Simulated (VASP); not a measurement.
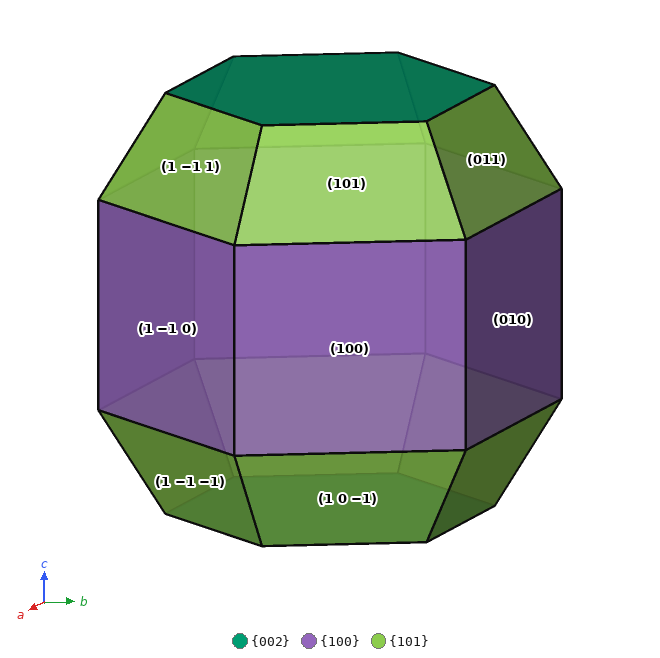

ZnO, space group P6_3mc (No. 186), a = 3.288 Å, b = 3.288 Å, c = 5.295 Å, α = 90.00°, β = 90.00°, γ = 120.00°. Crystal habit computed by the BFDH rule (growth rate of a face proportional to 1/d, systematic absences taken into account). This is a geometric estimate, not an energy calculation. Origin: the geometry relaxed with VASP Kohn-Sham DFT of a periodic cell, PBE, VASP PAW PBE potentials, recommended in VASP. Forms under 0.4 % of the area are left out. Forms are taken in the Laue class: a face and its opposite count as one form.

**How many faces does the whole crystal have, by form?**

20 faces: 6 of {100}, 12 of {101} and 2 of {002}.

**Why is the form written {002} rather than {001}?**

The reflection 001 is extinguished by the screw axis (and also by a glide plane) of P6_3mc: equivalent layers repeat every d/2 = 2.647 Å, and the rule uses that shorter spacing.

**List the forms with their spacings and shares.**

```json
{"form": "{100}", "faces": "6", "d (Å)": "2.848", "share of area (%)": "41.0"}
{"form": "{101}", "faces": "12", "d (Å)": "2.508", "share of area (%)": "39.8"}
{"form": "{002}", "faces": "2", "d (Å)": "2.647", "share of area (%)": "19.2"}
```
